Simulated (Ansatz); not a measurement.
CoO: geometry relaxation (part 3 of 3)

Continued. System: CoO (slab, 8 atoms in the cell). Method: DFT PBEsol, scalar-relativistic, plane waves, PAW, spin-polarised (Ansatz 0.2.0); cutoff 420 eV, 10×10×1 k-mesh, Gaussian smearing of 0.1 eV, collinear spins. The structure derives from an entry of the Crystallography Open Database. The input holds or restrains some coordinates. Forces given for the steps count only the free coordinates. It belongs to a series of runs on one base structure; here: clean slab, lower half held.

Geometry of the input (Å; fractional positions):
```
2.9465  0.0000  0.0000
0.0000  2.9465  0.0000
0.0000  0.0000  23.2504
Co 0.5000  0.5000  0.3656
O  0.0000  0.0000  0.3656
Co 0.0000  0.0000  0.4552
O  0.5000  0.5000  0.4552
Co 0.5000  0.5000  0.5448
O  0.0000  0.0000  0.5448
Co 0.0000  0.0000  0.6344
O  0.5000  0.5000  0.6344
```

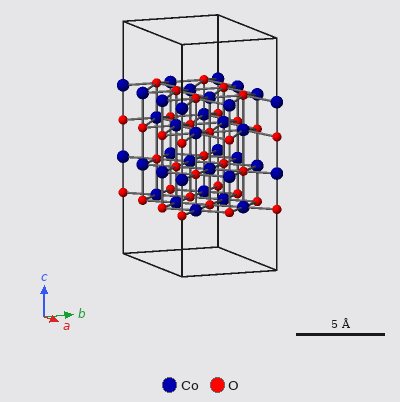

*The geometry at step 4 of the log (ball-and-stick view of the 3 × 2 repeat of the cell, with the vacuum cut short, seen slightly off an axis).*

**The program's output, continued**
```
relax step   7: F+E_penalty+E_count = -22608.41469362 eV  Δ(F+E_penalty+E_count) = -2.642e-7 eV  max|allowed force component| = 2.358e-2 eV/Å  Δτ_max = 0.0000 Å  (2 SCF iters, accepted)
WARN: The output density's exchange-correlation potential varies sharply where the density is thin. Do not read a vacuum level from v_tot or v_xc, or from such a field of the output density. On a cell that repeats whose density bears no net charge and no dipole along the vacuum's axis use v_es (v_loc + v_h of the components); under efield.dipole_correction with no amplitude use v_es + v_field, which holds any external_charges[].barrier, or the levels of the report's work_function block, which leave it out; under a non-zero efield.amplitude the vacuum is tilted and has no level; on a cell that repeats and bears such a dipole with no correction it is tilted too, and efield.dipole_correction with no amplitude gives each side of its ramp a level where efield: is served; in a cell that repeats whose density bears a net charge (total_charge, or a fill off its count) it is curved and has none; of a slab under crystal.periodic whose density bears no net charge use v_es, which has a level on each side, short of where the two are joined; of another it falls or rises all the way out and has none; of a slab beside external_charges read slab_vacuum_level instead, which it has where they leave it neutral. The grid or the basis barely resolves most such structure, and the values can differ between equally converged runs; as a rule a tighter scf.convergence.dr2_threshold does not remove it. Where the density itself ripples (under the LDA too) a higher basis.ecutwfc lessens it. The files hold the spikes' plane waves up to the density's cutoff. Files: v_tot_of_output_density and the like, and their columns of v_z.tsv (output.write_potential); v_xc_of_output_density and the like, and their columns of v_comp_z.tsv (output.write_potential_components). Measured: with its Gaussian average of σ = 0.25 Å subtracted twice, the exchange-correlation potential is over 0.1 eV at 3254 of the grid points where the equally averaged density (valence and model cores) is under 1e-3 e/Å³, and 1.12 eV at the most among them, at an averaged density of 1.2e-7 e/Å³. The input density's (outcome.potential() and, of a run that writes arrays, v_tot and v_xc) is over 0.1 eV, so measured, at 308 points of its own thin density, 1.30 eV at the most. See output.write_potential in the manual, Limitations
WARN: an SCF from ferrimagnetic starting moments (-2.57, 0.32, -2.57, 0.32, 2.57, 0.32, 2.57, 0.32 Bohr magnetons, atom by atom) was not made, by what the run has read of turns of its moments that order reads lower: the deck asks for what bars it, or types moments that do (magnetization.spin_polarized, in the input reference, names some of the keys), or the run goes by scf.lower_state_search: light, the default, which as a rule tries one only behind a close that has lost an order of both signs, or on which an open d or half-filled 4f shell of a PAW file has lost a moment that was set nearer to Hund's than to what is left; or, under a Hubbard U, one that names an f shell that the input leaves bare beside given moments, or a larger moment for a shell of low spin that is given one. standard, with a start from the atoms, tries one behind each close (in a relaxation, ahead of its steps or at their end). To set out from that order, type those moments (crystal.atoms[].spin; where shells were raised to Hund's moment, beside crystal.symmetry.detect: false) under scf.lower_state_search: light. The bands of the close that named these starting moments, or of the one ahead of a search that led to it (under cold or Methfessel-Paxton smearing those of the Gaussian ahead of it) read a cost of -175.39 meV for the turn to them, carried on from a small turn (-175.39 by the pairs of d shells alone)
SCF converged after 2 iterations
Stability not checked: this state was not tested for a lower state beside it, because the mixer in use, unlike msr1, does not test its closes by its own steps (another_mixer; see scf.mixing.algorithm and scf.lower_state_search)
Magnetization: 11.6076 μB (51.8038 up, 40.1962 down)
Absolute magnetization: 11.6946 μB (∫|ρ↑−ρ↓|, with the PAW one-centre terms)
Spin contamination: 0.0364 ħ² per cell (⟨S²⟩ above its minimum at these occupations)
Per-site moments (μB) at R_I (Å): [(2.3316007300780153, 0.8594256615541132), (0.2870265177251834, 0.8594256615541132), (2.4876894382742547, 0.8559207058433499), (0.3655045261842032, 0.8594256615541132), (2.4248742252058726, 0.8335011614098841), (0.3764008128122883, 0.8395926250767448), (2.3639039118357097, 0.8395926250767448), (0.32765343914172856, 0.8335011614098841)]
Free energy (F): -22608.414694 eV
Harris-Foulkes:  -22608.414694 eV  (|F-HF|=1.00e-7)
Internal energy: -22608.343483 eV  (E = F + TS)
E sigma→0 (E₀):  -22608.379088 eV
Entropy (-TS):   -0.071210 eV (-8.901 meV/atom)
Fermi energy:    2.711785 eV
Dipole field:    D = -0.019134 V/Å  (p = -0.021343 e·Å, saw-weighted, corrected)
Work function:   Φ+ = 4.4041 eV   Φ− = 3.9592 eV
Levels:          The Fermi level and band energies are counted from a zero that moves with the ramp; work functions are not
--- Per-component energies (eV) ---
  E_band       = -2252.403193
  E_kinetic    = 2469.914929
  E_local      = -156467.206929  (includes V_loc(G=0)·N_el)
  E_nonlocal   = 2061.885852
  E_hartree    = 76479.527671
  E_xc         = -904.878431
  E_vxc        = -1168.857056  (∫ρ·V_xc dr)
  E_paw        = -6552.963252  (= ΣΔE_a)
  E_vpaw       = -2107.258489  (= ΣTr[D̂ρ^β])
  E_aug_tail   = 0.009736  (compensation charges beyond the density's cutoff)
  E_efield     = 0.000204  (sawtooth field / dipole correction)
  E_vefield    = 0.077123  (∫n·V_field dr)
  E_ewald      = 60304.471908
  E_core_change = 0.894829  (= ΣΔE_core)
  E_smearing   = -0.071210  (= −TS)
  E_closure    = 0.000000  (closes the sum)
  Σ components = -22608.414694   (vs F -22608.414694, Δ=0.00e0)
--- Forces (eV/Å), atoms counted from 1 ---
  atom   1  Co     0.00000000     0.00000000     0.59966003
  atom   2  O     -0.00000000     0.00000000    -0.37957672
  atom   3  Co     0.00000000     0.00000000    -0.24505205
  atom   4  O      0.00000000     0.00000000     0.01425592
  atom   5  Co    -0.00000000     0.00000000     0.00512210
  atom   6  O      0.00000000     0.00000000     0.01713050
  atom   7  Co     0.00000000     0.00000000     0.01196994
  atom   8  O      0.00000000     0.00000000    -0.02358120
  max |Σ_I F_I| component: 7.15e-5 eV/Å
--- Band table (eV; the first three rows and the last of 42) ---
  k-point 0 ↑: bands = ["-93.9588", "-93.9251", "-93.9056", "-93.7864", "-57.4689", "-57.4209", "-57.4209", "-57.4172", "-57.2912", "-57.2912", "-57.2853", "-57.2853", "-57.2617", "-57.2617", "-57.2561", "-57.0274", "-17.8431", "-17.2346", "-16.7730", "-16.4990", "-4.7929", "-3.7964", "-3.0012", "-2.0883", "-2.0883", "-1.8627", "-1.6649", "-1.6649", "-1.4611", "-1.4060", "-1.4060", "-1.2755", "-0.9034", "-0.9034", "-0.8310", "-0.6075", "-0.5093", "-0.4771", "-0.4431", "-0.3850", "-0.3850", "-0.2774", "-0.1550", "0.2942", "0.2942", "0.4266", "0.7066", "0.7066", "0.8479", "1.0515", "1.0515", "1.4856", "3.6050", "4.2289", "6.0456", "6.7990", "7.1040", "7.9811", "8.1587", "8.9497", "9.9544", "10.8892", "11.9633"]
  k-point 1 ↑: bands = ["-93.9586", "-93.9248", "-93.9056", "-93.7862", "-57.4681", "-57.4234", "-57.4206", "-57.4182", "-57.2928", "-57.2903", "-57.2881", "-57.2850", "-57.2647", "-57.2620", "-57.2554", "-57.0272", "-17.7716", "-17.1705", "-16.7257", "-16.4622", "-4.7789", "-3.8718", "-3.0444", "-2.6202", "-2.3862", "-2.3763", "-2.0873", "-2.0447", "-1.8406", "-1.8404", "-1.6678", "-1.5912", "-0.9867", "-0.8768", "-0.5839", "-0.4739", "-0.4038", "-0.3276", "-0.2277", "-0.1492", "-0.0600", "0.1872", "0.2860", "0.3512", "0.5616", "0.6391", "0.7261", "0.8052", "0.9550", "1.1013", "1.1431", "1.6987", "4.0503", "4.5080", "6.2018", "6.9697", "7.2751", "8.1743", "8.3008", "9.1817", "10.1099", "11.0183", "12.0167"]
  k-point 2 ↑: bands = ["-93.9582", "-93.9241", "-93.9055", "-93.7858", "-57.4660", "-57.4300", "-57.4211", "-57.4198", "-57.2971", "-57.2954", "-57.2880", "-57.2843", "-57.2724", "-57.2629", "-57.2540", "-57.0268", "-17.5731", "-16.9951", "-16.6007", "-16.3681", "-4.7907", "-4.2611", "-3.4406", "-3.3697", "-3.0501", "-2.9044", "-2.8533", "-2.6527", "-2.6493", "-2.4671", "-2.3316", "-2.0693", "-0.5402", "-0.4666", "-0.3812", "-0.3799", "-0.2488", "-0.1262", "0.0001", "0.2027", "0.2418", "0.3433", "0.4589", "0.7705", "0.8140", "1.1499", "1.2272", "1.2877", "1.3146", "1.4521", "1.5410", "2.0660", "5.0286", "5.2143", "6.6351", "7.4668", "7.7564", "8.6445", "8.7105", "9.8157", "10.5096", "11.3890", "12.1007"]
  k-point 20 ↓: bands = ["-91.0014", "-90.9436", "-90.9260", "-90.9052", "-54.5813", "-54.4681", "-54.4681", "-54.4675", "-54.4670", "-54.4670", "-54.4430", "-54.4430", "-54.4048", "-54.4048", "-54.3824", "-54.3099", "-16.0823", "-15.6810", "-15.5261", "-15.5180", "-3.9882", "-3.9882", "-3.3963", "-3.3963", "-2.7210", "-2.7210", "-2.5798", "-1.8559", "-1.8559", "-1.8339", "-1.0211", "-0.8984", "0.5565", "0.5565", "1.4638", "1.4638", "2.6085", "2.6085", "2.8454", "2.8603", "2.9262", "2.9449", "2.9521", "3.1018", "3.1992", "3.1992", "3.3995", "3.4296", "3.5631", "3.6503", "4.0168", "4.1010", "8.9704", "8.9761", "10.1535", "10.9422", "12.5592", "12.5592", "13.0226", "13.0226", "13.6281", "13.6281", "13.9923"]
--- Relaxed structure (7 steps of the walk, 7 accepted, 0 SCFs on fresh bases) ---
  F+E_penalty+E_count = -22608.41469362 eV   max|allowed force component| = 2.358e-2 eV/Å
  atoms:
    - { symbol: Co, position: [0.5, 0.5, 0.3655856043] }
    - { symbol: O, position: [0.0, 0.0, 0.3655856043] }
    - { symbol: Co, position: [0.0, 0.0, 0.4551952014000001] }
    - { symbol: O, position: [0.5, 0.5, 0.4551952014000001] }
    - { symbol: Co, position: [0.5, 0.5, 0.554901512299763] }
    - { symbol: O, position: [1.225582060892633e-35, 0.0, 0.5444393478471456] }
    - { symbol: Co, position: [-1.1438765901664577e-34, 0.0, 0.6319810169255495] }
    - { symbol: O, position: [0.5, 0.5, 0.6418080437166389] }
--- Löwdin populations: 8 sites ---
  site symbol       q [e]    m [muB]
     0     Co     15.9451     2.4191
     1      O      6.9246     0.3696
     2     Co     15.9018     2.5189
     3      O      6.9357     0.4665
     4     Co     15.9714     2.4815
     5      O      6.9295     0.4868
     6     Co     15.9461     2.4527
     7      O      6.9136     0.4305
  spilling = 0.005784 (of n_electrons = 92.000000)
```

**File populations.tsv**
```
# site	symbol	l	j	q_up	q_dn
# orbitals = lowdin
# n_electrons = 92.000000
# spilling = 0.005784
0	Co	0_3S	-	0.996909	0.997004
0	Co	0_4S	-	0.258474	0.223454
0	Co	1_3P	-	2.999216	2.998526
0	Co	2_3D	-	4.927494	2.544039
1	O	0_2S	-	0.939065	0.902479
1	O	1_2P	-	2.707991	2.375020
2	Co	0_3S	-	0.995970	0.996056
2	Co	0_4S	-	0.254865	0.239704
2	Co	1_3P	-	2.999197	2.998518
2	Co	2_3D	-	4.960311	2.457197
3	O	0_2S	-	0.942479	0.896863
3	O	1_2P	-	2.758614	2.337740
4	Co	0_3S	-	0.995787	0.995847
4	Co	0_4S	-	0.254391	0.239170
4	Co	1_3P	-	2.999057	2.998368
4	Co	2_3D	-	4.977240	2.511580
5	O	0_2S	-	0.939700	0.890579
5	O	1_2P	-	2.768455	2.330802
6	Co	0_3S	-	0.996466	0.996550
6	Co	0_4S	-	0.250132	0.220322
6	Co	1_3P	-	2.999087	2.998395
6	Co	2_3D	-	4.953735	2.531436
7	O	0_2S	-	0.940208	0.904967
7	O	1_2P	-	2.731877	2.336573
```

**Trajectory as extended XYZ (Å, eV, eV/Å), 7 frames, from step=1 to step=7**
```
8
Lattice="2.9465 0.0000 0.0000 0.0000 2.9465 0.0000 0.0000 0.0000 23.2504" Properties=species:S:1:pos:R:3:forces:R:3 step=1 energy=-22608.34021
Co    1.4732    1.4732    8.5000    0.0000   0.0000   0.3832
O     0.0000    0.0000    8.5000    0.0000   0.0000  -0.2696
Co    0.0000    0.0000   10.5835    0.0000   0.0000  -0.2573
O     1.4732    1.4732   10.5835    0.0000   0.0000  -0.1975
Co    1.4732    1.4732   12.6669    0.0000   0.0000   0.2573
O     0.0000    0.0000   12.6669    0.0000   0.0000   0.1975
Co    0.0000    0.0000   14.7504    0.0000   0.0000  -0.3833
O     1.4732    1.4732   14.7504    0.0000   0.0000   0.2696
8
Lattice="2.9465 0.0000 0.0000 0.0000 2.9465 0.0000 0.0000 0.0000 23.2504" Properties=species:S:1:pos:R:3:forces:R:3 step=2 energy=-22608.35279
Co    1.4732    1.4732    8.5000    0.0000   0.0000   0.3945
O     0.0000    0.0000    8.5000    0.0000   0.0000  -0.2716
Co    0.0000    0.0000   10.5835    0.0000   0.0000  -0.2631
O     1.4732    1.4732   10.5835    0.0000   0.0000  -0.1367
Co    1.4732    1.4732   12.6827    0.0000   0.0000   0.2498
O     0.0000    0.0000   12.6731    0.0000   0.0000   0.1543
Co    0.0000    0.0000   14.7442    0.0000   0.0000  -0.3446
O     1.4732    1.4732   14.7721    0.0000   0.0000   0.2171
8
Lattice="2.9465 0.0000 0.0000 0.0000 2.9465 0.0000 0.0000 0.0000 23.2504" Properties=species:S:1:pos:R:3:forces:R:3 step=3 energy=-22608.38460
Co    1.4732    1.4732    8.5000    0.0000   0.0000   0.5007
O     0.0000    0.0000    8.5000    0.0000   0.0000  -0.3173
Co    0.0000    0.0000   10.5835    0.0000   0.0000  -0.3788
O     1.4732    1.4732   10.5835    0.0000   0.0000   0.0802
Co    1.4732    1.4732   12.8024    0.0000   0.0000   0.1824
O     0.0000    0.0000   12.6746    0.0000   0.0000  -0.4923
Co    0.0000    0.0000   14.6091    0.0000   0.0000   0.5717
O     1.4732    1.4732   14.8747    0.0000   0.0000  -0.1465
8
Lattice="2.9465 0.0000 0.0000 0.0000 2.9465 0.0000 0.0000 0.0000 23.2504" Properties=species:S:1:pos:R:3:forces:R:3 step=4 energy=-22608.40203
Co    1.4732    1.4732    8.5000    0.0000   0.0000   0.6370
O     0.0000    0.0000    8.5000    0.0000   0.0000  -0.3838
Co    0.0000    0.0000   10.5835    0.0000   0.0000  -0.0336
O     1.4732    1.4732   10.5835    0.0000   0.0000   0.0255
Co    1.4732    1.4732   12.9940    0.0000   0.0000  -0.1511
O     0.0000    0.0000   12.7178    0.0000   0.0000  -0.1864
Co    0.0000    0.0000   14.7368    0.0000   0.0000   0.1762
O     1.4732    1.4732   15.0041    0.0000   0.0000  -0.0826
8
Lattice="2.9465 0.0000 0.0000 0.0000 2.9465 0.0000 0.0000 0.0000 23.2504" Properties=species:S:1:pos:R:3:forces:R:3 step=5 energy=-22608.41108
Co    1.4732    1.4732    8.5000    0.0000   0.0000   0.5565
O     0.0000    0.0000    8.5000    0.0000   0.0000  -0.3599
Co    0.0000    0.0000   10.5835    0.0000   0.0000  -0.2769
O     1.4732    1.4732   10.5835    0.0000   0.0000   0.0387
Co    1.4732    1.4732   12.8556    0.0000   0.0000   0.1091
O     0.0000    0.0000   12.6624    0.0000   0.0000   0.0239
Co    0.0000    0.0000   14.7049    0.0000   0.0000  -0.1281
O     1.4732    1.4732   14.8911    0.0000   0.0000   0.0368
8
Lattice="2.9465 0.0000 0.0000 0.0000 2.9465 0.0000 0.0000 0.0000 23.2504" Properties=species:S:1:pos:R:3:forces:R:3 step=6 energy=-22608.41469
Co    1.4732    1.4732    8.5000    0.0000   0.0000   0.5996
O     0.0000    0.0000    8.5000    0.0000   0.0000  -0.3796
Co    0.0000    0.0000   10.5835    0.0000   0.0000  -0.2451
O     1.4732    1.4732   10.5835    0.0000   0.0000   0.0143
Co    1.4732    1.4732   12.9017    0.0000   0.0000   0.0051
O     0.0000    0.0000   12.6584    0.0000   0.0000   0.0171
Co    0.0000    0.0000   14.6938    0.0000   0.0000   0.0119
O     1.4732    1.4732   14.9223    0.0000   0.0000  -0.0236
8
Lattice="2.9465 0.0000 0.0000 0.0000 2.9465 0.0000 0.0000 0.0000 23.2504" Properties=species:S:1:pos:R:3:forces:R:3 step=7 energy=-22608.41469
Co    1.4732    1.4732    8.5000    0.0000   0.0000   0.5997
O     0.0000    0.0000    8.5000    0.0000   0.0000  -0.3796
Co    0.0000    0.0000   10.5835    0.0000   0.0000  -0.2451
O     1.4732    1.4732   10.5835    0.0000   0.0000   0.0143
Co    1.4732    1.4732   12.9017    0.0000   0.0000   0.0051
O     0.0000    0.0000   12.6584    0.0000   0.0000   0.0171
Co    0.0000    0.0000   14.6938    0.0000   0.0000   0.0120
O     1.4732    1.4732   14.9223    0.0000   0.0000  -0.0236
```

**Results in brief**

| quantity | value |
| --- | --- |
| outcome | converged under the restraints of the input |
| electrons treated | 92 |
| free energy | −22608.4147 eV |
| work function, top face | 4.40 eV |
| work function, bottom face | 3.96 eV |
| Fermi energy | 2.712 eV |
| gap on the k-point mesh | none (metallic) |
| net moment of the cell | 11.61 μB |
| integrated absolute moment | 11.69 μB |
| final volume | 201.85 Å³ |
| work function (upper face) | 4.40 eV |
| largest force (length of the vector) at the end, held atoms and coordinates included | 0.600 eV/Å |
| hardware | 2 threads of Intel Xeon @ 2.50GHz (Skylake/Cascade Lake), 189 GiB of memory available, shared host |
| wall time | 8.2 min (CPU time 16 min) |
| peak memory | 0.75 GiB |

**Remarks**

The electronic state found may not be the lowest one. The program warns: another magnetic order may lie lower; the exchange-correlation potential is rough where the density is thin.
